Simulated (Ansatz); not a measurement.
Consider TiSi$_{2}$ (slab).

Input file:

```
crystal:
  lattice:
    - [3.5284141145, 0.0, 0.0]
    - [0.0, 3.5645615985, 0.0]
    - [0.0, 0.0, 26.5296596241]
  atoms:
    - { symbol: Si, position: [0.0, 0.25, 0.2827024585] }
    - { symbol: Si, position: [0.5, 0.75, 0.2828944714] }
    - { symbol: Ti, position: [0.5, 0.25, 0.3575739705] }
    - { symbol: Si, position: [0.0, 0.75, 0.3804239231] }
    - { symbol: Si, position: [0.0, 0.25, 0.4398102978] }
    - { symbol: Ti, position: [0.5, 0.75, 0.4626602504] }
    - { symbol: Si, position: [0.5, 0.25, 0.5373397496] }
    - { symbol: Si, position: [0.0, 0.75, 0.5375317624] }
    - { symbol: Ti, position: [0.0, 0.25, 0.6122112615] }
    - { symbol: Si, position: [0.5, 0.75, 0.6350612141] }
    - { symbol: Si, position: [0.5, 0.25, 0.6944475888] }
    - { symbol: Ti, position: [0.0, 0.75, 0.7172975415] }
basis:
  ecutwfc: 500
kpoints:
  mp_grid: { grid: [10, 10, 1] }
hamiltonian:
  xc: r2scan
scf:
  occupations: { method: gaussian, width: 0.1 }
output:
  forces: true
  eigenvalues: true
  write_density: true
  write_potential: true
  elf: true
  volumetric_format: npy
relax:
  adjacent_minimum: "off"
  f_tol: 0.02
  max_steps: 60
efield:
  axis: 3
  dipole_correction: true
  ramp_width: 0.04
```

Launched as:

```sh
ansatz run input.yaml --threads 1 --pin off --max-ram 2560MiB --backend cpu --events-out ev --progress --plain --runs-dir out
```

The fields are those of the relaxed geometry.

Computed without spin polarisation.

These are results of DFT r2SCAN, scalar-relativistic, plane waves, PAW in Ansatz, not measurements.

> What can the converged valence pseudo-density and electron localisation function tell about the bonding?

Ti–Si (2.60 Å): ρ at the midpoint is about 0.32 e/Å³; the ELF peaks at about 0.65 in the valence shell of Si, 1.0 Å from its nucleus, and is about 0.40 at the midpoint.
Ti–Si (2.67 Å): the density is about 0.29 e/Å³ at the midpoint; the ELF peaks at about 0.75 in the valence shell of Si, 0.9 Å from its nucleus, and is about 0.45 at the midpoint.

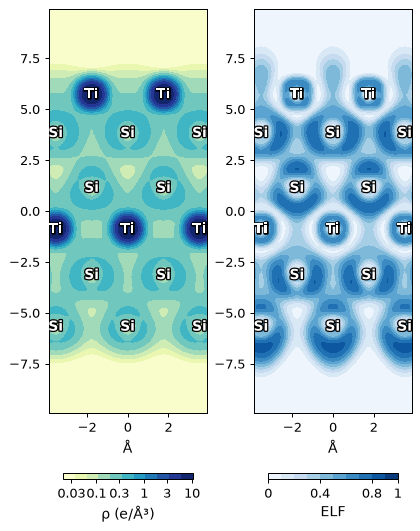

Computed valence pseudo-density and electron localisation function on the (010) plane of the calculation cell, a cut from vacuum to vacuum, in this order. 

In a PAW calculation such maps are meaningful between the atoms, not at the nuclei.
